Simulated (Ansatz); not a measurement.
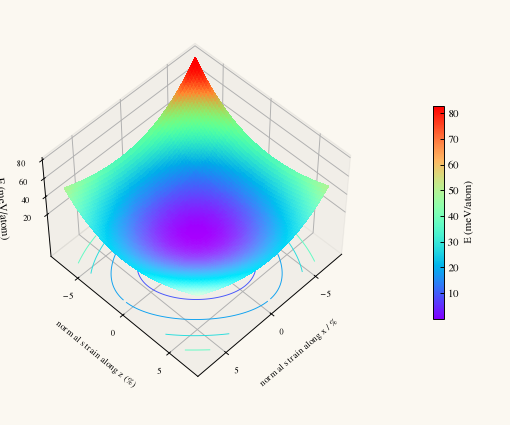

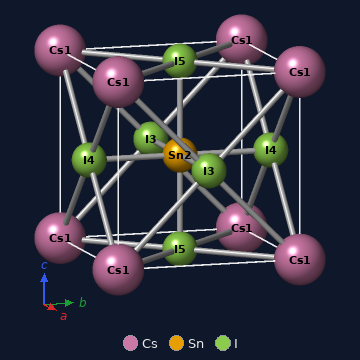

Energy landscape of CsSnI3 (Pm-3m, No. 221; 5 atoms in the cell). The energy is mapped over two homogeneous strains (x, y and z along the cube axes). Coordinates scanned: (1) normal strain along x; (2) normal strain along z. Nothing is relaxed (symmetry fixes all fractional coordinates). The grid has 7 × 7 points; 28 points were computed and 21 follow by symmetry. Points are written as (first, second). Energies: meV/atom, counted from the lowest grid point. The band gap closes in part of the range. All numbers below come from DFT PBE, scalar-relativistic, plane waves, PAW (Ansatz). Settings: cutoff 420 eV, k-mesh 6×6×6, gaussian smearing 0.05 eV, no spin polarisation.

The picture shows a relief with its contours projected below, any walls above the top of the colour scale cut off. Between grid points the surface is interpolated. The second picture is the structure at the lowest point

**Where are the wells?**

The lowest grid point is at (0.00 %, 0.00 %). It is the only kind of minimum in the scanned range. The highest grid point, (−7.00 %, −7.00 %), lies 82.7 meV/atom above the lowest. Round the minimum the two coordinates are weakly coupled (coupling 0.14 in units of the two stiffnesses).

The values on the grid:

```
normal strain along z ↓, normal strain along x →  −7.00  −4.67  −2.33  0.00  2.33  4.67  7.00
                                            7.00   49.5   30.4   21.4  20.4  25.4  34.9  47.7
                                            4.67   41.4   21.5   11.7   9.9  14.1  22.9  34.9
                                            2.33   36.8   15.9    5.2   2.6   6.1  14.1  25.4
                                            0.00   36.9   15.1    3.5   0.0   2.6   9.9  20.4
                                           −2.33   43.1   20.4    7.9   3.5   5.2  11.7  21.4
                                           −4.67   57.6   33.8   20.4  15.1  15.9  21.5  30.4
                                           −7.00   82.7   57.6   43.1  36.9  36.8  41.4  49.5
```

Each point was launched as `ansatz run input.yaml --threads 1 --pin off --max-ram 2048MiB --backend cpu --events-out ev --progress --plain --runs-dir out`. The whole map (28 points run) took 17 min on 1 thread of Arm Neoverse V1, with other jobs on the host.
